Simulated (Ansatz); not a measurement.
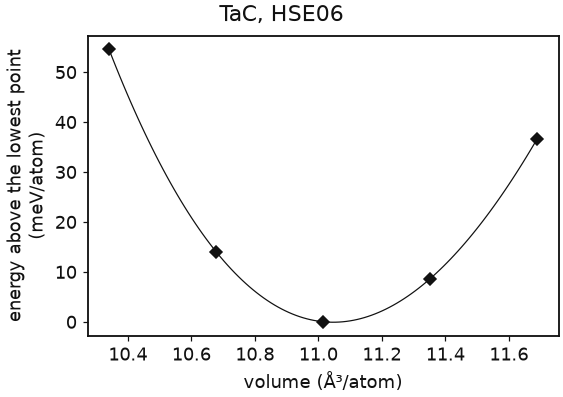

Computed with Ansatz 0.2.0 development build: equation of state of a cubic crystal from periodic Kohn-Sham density functional theory without spin, third-order Birch-Murnaghan fit to the free energies; pressure corrected for the finite basis. Level: HSE06.

- structure type: rock salt
- atoms in cell: 2
- space group number: 225
- lattice centring: face-centred primitive
- k mesh: 4×4×4
- occupation method: Fermi–Dirac
- occupation width: 0.1 eV
- wave cutoff: 820 eV
- datasets: hand-made PAW
- density tolerance: 0 eV
- bands: 20
- density cutoff ratio: 4
- search for lower states: default
- exchange singularity: regularized

Energy above the lowest point against volume for TaC, space group Fm-3m (No. 225) (one of a set of cubic test structures, which need not be the stable phase).

A third-order Birch–Murnaghan fit gives V0 = 11.05 Å³/atom, B0 = 347 GPa and B′ = 4.1. The energy above the lowest point is 54.6 meV/atom at volume 10.34 Å³/atom and 36.6 meV/atom at 11.69 Å³/atom; the lowest computed point is at volume 11.01 Å³/atom (0.0 meV/atom), and no other minimum shows.

Caveats: coarse k-mesh, values are not converged in k.

Input of one of the runs behind the figure:
```
crystal:
  lattice:
    - [0.0, 2.22496598997, 2.22496598997]
    - [2.22496598997, 0.0, 2.22496598997]
    - [2.22496598997, 2.22496598997, 0.0]
  atoms:
    - { symbol: Ta, position: [0.0, 0.0, 0.0] }
    - { symbol: C, position: [0.5, 0.5, 0.5] }
kpoints:
  mp_grid: { grid: [4, 4, 4] }
hamiltonian:
  xc: hse06
  pseudopotentials: { kind: paw, source: ansatz }
scf:
  occupations: { method: fermi_dirac, width: 0.1 }
  convergence: { dr2_threshold: "1e-10 eV" }
  exx: { energy_threshold: "2e-8 eV", singularity: regularized }
output:
  forces: true
  stress: true
  eigenvalues: true
```

Run as:
```bash
ansatz run input.yaml --threads 2
```
